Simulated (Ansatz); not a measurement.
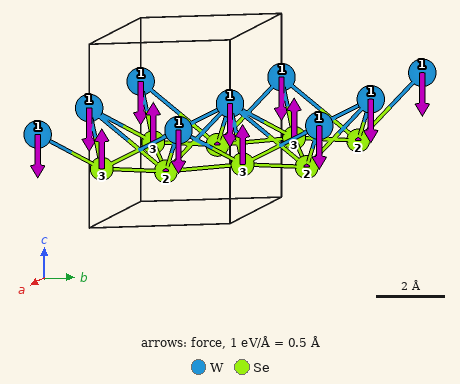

Starting geometry of a crystal of WSe2 (a generated structure, set up in P3m1) (coarse preliminary run) with the computed forces as purple arrows. A ball-and-stick model of the cell of the calculation, repeated 2 × 2 × 1 with one cell outlined, seen slightly off an axis.

Computed with Ansatz 0.2.0, DFT PBE, scalar-relativistic, plane waves, PAW.

Input
```yaml
crystal:
  lattice:
    - [4.19754067, 0.0, 0.0]
    - [-2.09877034, 3.63517686, 0.0]
    - [0.0, 0.0, 5.52363781]
  atoms:
    - { symbol: W, position: [0.0, 0.0, 0.65298429] }
    - { symbol: Se, position: [0.33333333, 0.66666667, 0.34043204] }
    - { symbol: Se, position: [0.66666667, 0.33333333, 0.41080038] }
basis:
  ecutwfc: 420
kpoints:
  mp_grid: { grid: [6, 6, 4] }
hamiltonian:
  xc: pbe
scf:
  occupations: { method: gaussian, width: 0.1 }
  lower_state_search: "off"
output:
  forces: true
  stress: true
  eigenvalues: true
  populations: true
magnetization:
  spin_polarized: true
relax:
  adjacent_minimum: "off"
  f_tol: 0.04
  max_steps: 70
  cell: { stress_tol: 0.4 }
```

Command:
```bash
ansatz run input.yaml --threads 1 --pin off --max-ram 2560MiB --backend cpu --events-out ev --progress --plain --runs-dir out
```

**Is this structure relaxed? If not, where do the atoms go?**

It isn't relaxed: the largest force vector, on W1, is 2.66 eV/Å. The atoms end up moving mostly along the starting forces (cosine between the two patterns 0.91). The energy falls by 7.011 eV per cell of the calculation in 19 accepted moves (21 points after the start). Largest force component: 2.7 eV/Å at the start, 0.04 eV/Å at the end. Pressure: 4.17 GPa at the start and −0.16 GPa at the end. The SCF was repeated twice at an unchanged geometry on a basis and grid sized afresh for the cell, which shifted the energy by 18.6 meV per cell of the calculation at most. Se3 moves most relative to the cell: 2.15 Å along +c. By element the largest moves are Se 2.15 Å, W 1.37 Å. The volume changes by −17.2 %, with a = b 4.198 → 3.296 Å (−21.5 %), c 5.524 → 7.418 Å (+34.3 %). Among the contacts that change: Se2–Se3 2.454 → 3.935 Å, Se2–Se2 4.198 → 3.296 Å, W1–Se2 2.976 → 2.567 Å, W1–Se3 2.768 → 2.565 Å. Bond angles that change, for instance: Se2–W1–Se3 115.6° → 180.0°, Se3–W1–Se3 98.6° → 79.9°, W1–Se3–W1 98.6° → 79.9°. The space group (tolerance 0.01 Å) goes from P3m1 (No. 156) to P-3m1 (No. 164).
